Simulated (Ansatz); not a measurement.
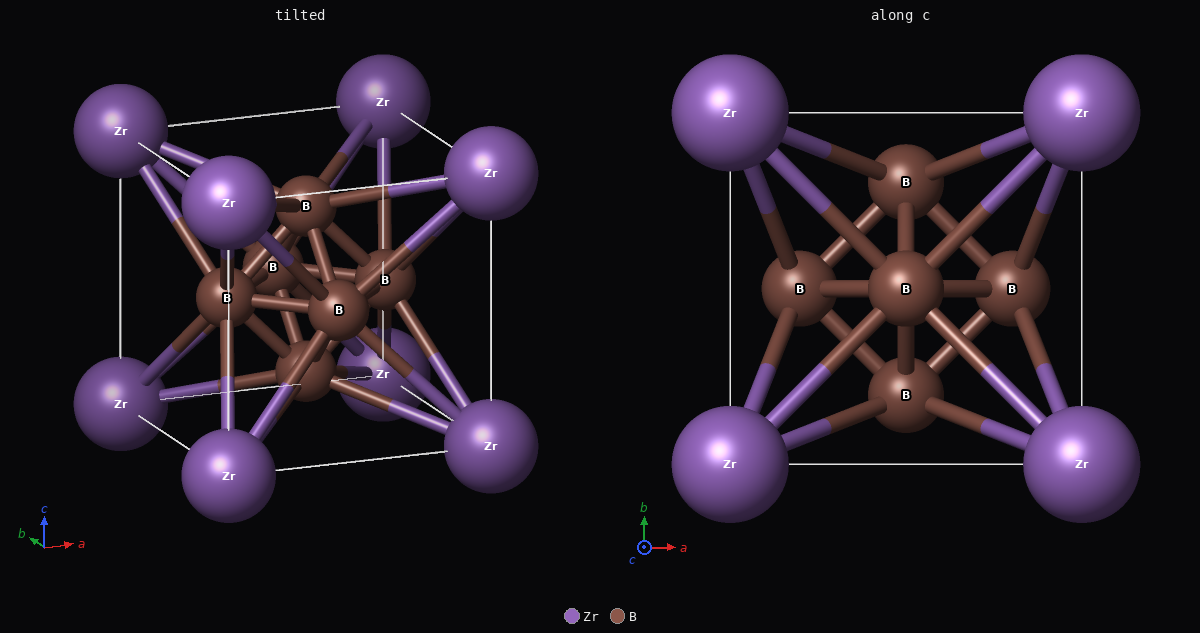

The image is a ball-and-stick drawing of a crystal, viewed slightly off an axis and along the c axis. Thin lines show the conventional unit cell, with boundary atoms drawn in all their periodic places. Cell: a = 4.05 Å, b = 4.05 Å, c = 4.05 Å, α = 90.00°, β = 90.00°, γ = 90.00°.

Starting structure: a structure type filled with these elements by a generator (whether the compound takes this form wasn't checked). Earlier steps of the study may have refined or changed the cell and positions. It was run through Ansatz as a DFT input.

What structure is drawn here?

Answer. It has the composition ZrB6. The structure has Pm-3m (No. 221) symmetry and a primitive cubic lattice. In terms of structure types, this is CaB₆ type. The cell has 7 atoms, namely 1 Zr, 6 B. Zr bonds to 24 B at about 3.0 Å. Around each B lie five B and four Zr (about 1.6 to 1.7 Å to B, 3.0 Å to Zr). The bonds build a three-dimensional framework.

Electronic-structure method: DFT PBE, scalar-relativistic, plane waves, PAW in Ansatz. Parameters: plane-wave cutoff 420 eV, k-points on a 10×10×10 grid, Gaussian smearing of 0.1 eV, no spin polarisation.

Is the electronic structure metallic or gapped?

Answer. A metal: bands cross the Fermi level.

Predict the Bader charges.

Answer. Zr +1.75 e; B -0.29 e.

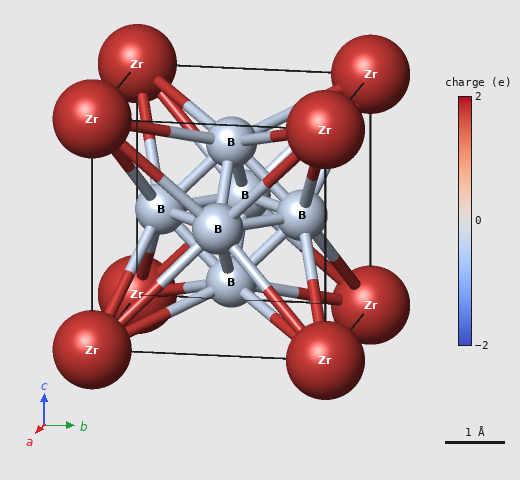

The atoms coloured by those charges. The run's cell of 7 atoms is drawn.

Do the forces and the stress vanish for this geometry?

Answer. Yes. All forces vanish to within 0.01 eV/Å. The pressure is 0.0 GPa, close to zero.
